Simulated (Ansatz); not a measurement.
```
Ti Al
1.0
    -2.82200    0.00000    0.00000
     0.00000    0.00000   -4.07684
     0.00000   -2.75625    0.00000
Ti Al
1 1
Direct
  0.00000 0.00000 0.97315
  0.50000 0.50000 0.54763
```

Space group Pmm2; changed on purpose from its base cell (mode 5 frozen in at -0.134 Å, normal strain along y -0.0233); not relaxed (largest force 0.9 eV/Å); computed pressure about 4 GPa in this cell; computed without spin polarisation.

Level of theory: DFT PBE, scalar-relativistic, plane waves, PAW (Ansatz).

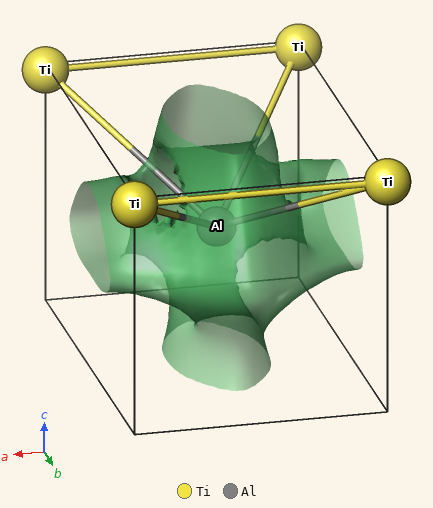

TiAl. Isosurface of the ELF at 0.6 (green), seen at an oblique angle. Core shells and regions of very low density are left out. Sticks mark near contacts.

In a PAW calculation such maps are meaningful between the atoms, not at the nuclei.

Describe the localisation domains.

The ELF exceeds this value in sheets that run through the cell in two directions, counted in one cell of 2 atoms. Any copies at cell faces, edges or corners count once.

Values along the shortest contacts:
Ti–Al (2.74 Å): the ELF is about 0.35 at the midpoint. Al–Al (2.76 Å): the ELF peaks at about 0.70 between the atoms.

Does the calculation give a band gap?

It is gapless in this calculation (a metal or semimetal).
